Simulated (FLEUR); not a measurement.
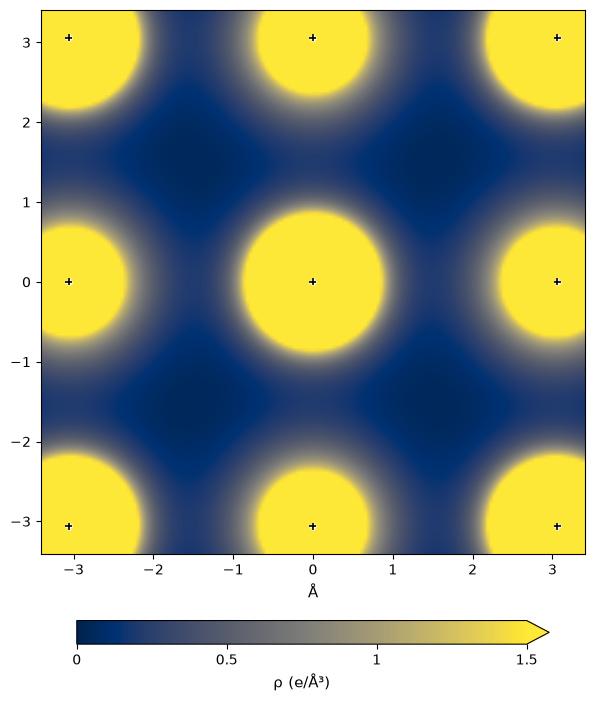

The electron density on a plane through atoms (crosses mark nuclei in the plane).

Method: Kohn-Sham DFT of a periodic cell, PBE, all-electron in FLEUR.

Candidates:
A. PbSe, a = 6.12 Å, b = 6.12 Å, c = 6.12 Å, α = 90.00°, β = 90.00°, γ = 90.00°. Space group Fm-3m.
B. Re, a = 3.95 Å, b = 3.95 Å, c = 3.95 Å, α = 90.00°, β = 90.00°, γ = 90.00°. Space group Fm-3m.
C. AlNi, a = 2.88 Å, b = 2.88 Å, c = 2.88 Å, α = 90.00°, β = 90.00°, γ = 90.00°. Space group Pm-3m; spin-polarised.

Q: Which system is this?

A: Candidate A: PbSe on the (010) plane of the conventional cell, which holds Pb and Se. Pb–Se (3.06 Å): ρ is about 0.21 e/Å³ halfway.
